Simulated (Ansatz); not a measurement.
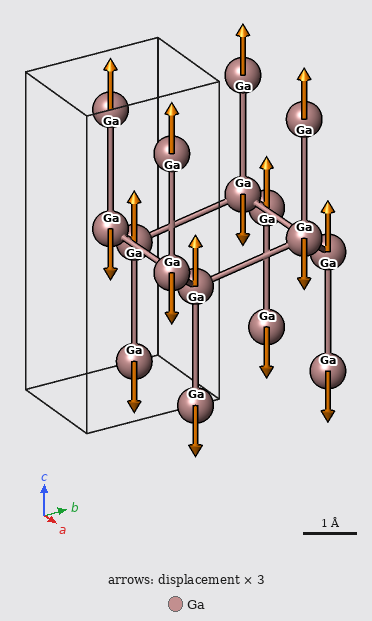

A relaxation of solid Ga (built on the lonsdaleite_194 type) (coarse preliminary run). The starting structure is drawn; orange arrows show the displacements (the part carried along by the change of the cell is left out), magnified 3 times.

The picture is a ball-and-stick view of the cell of the calculation, repeated 2 × 2 × 1 with one cell outlined, seen slightly off an axis.

Case: lonsdaleite type (P6_3/mmc, No. 194).

Theory: DFT r2SCAN, scalar-relativistic, plane waves, PAW (Ansatz 0.2.0).

Input
```yaml
crystal:
  lattice:
    - [3.7939027096, 0.0, 0.0]
    - [-1.8969513548, 3.285616126, 0.0]
    - [0.0, 0.0, 6.2599394708]
  atoms:
    - { symbol: Ga, position: [0.3333333333, 0.6666666667, 0.4375] }
    - { symbol: Ga, position: [0.6666666667, 0.3333333333, 0.9375] }
    - { symbol: Ga, position: [0.6666666667, 0.3333333333, 0.5625] }
    - { symbol: Ga, position: [0.3333333333, 0.6666666667, 0.0625] }
basis:
  ecutwfc: 500
kpoints:
  mp_grid: { grid: [6, 6, 4] }
hamiltonian:
  xc: r2scan
scf:
  occupations: { method: gaussian, width: 0.1 }
  lower_state_search: "off"
output:
  forces: true
  stress: true
  eigenvalues: true
relax:
  adjacent_minimum: "off"
  f_tol: 0.04
  max_steps: 70
  cell: { stress_tol: 0.4 }
```

**What happened in the run?**

The largest moves relative to the cell, 0.34 Å, are those of Ga1, Ga2, Ga3 and Ga4. Ga1 goes along +c. The volume changes by +14.9 %, with a = b 3.794 → 4.353 Å (+14.7 %), c 6.260 → 5.467 Å (−12.7 %). Among the contacts that change: Ga1–Ga4 3.912 → 2.728 Å, Ga1–Ga4 (another image) 2.347 → 2.739 Å, Ga1–Ga3 2.326 → 2.513 Å. New bonds form: Ga1–Ga4 (3.91 → 2.73 Å), Ga2–Ga3 (3.91 → 2.73 Å). Bond angles that change, for instance: Ga3–Ga1–Ga4 109.7° → 89.9°, Ga3–Ga1–Ga3 109.3° → 120.0°. The space group stays P6_3/mmc (No. 194). The energy falls by 340 meV per atom in 7 accepted moves (8 points after the start). Largest force component: 0.037 eV/Å at the start, 0.01 eV/Å at the end. The pressure goes from 15.56 to 0.03 GPa. The SCF was repeated once at an unchanged geometry on a basis and grid sized afresh for the cell, which shifted the energy by 2.0 meV per atom at most.
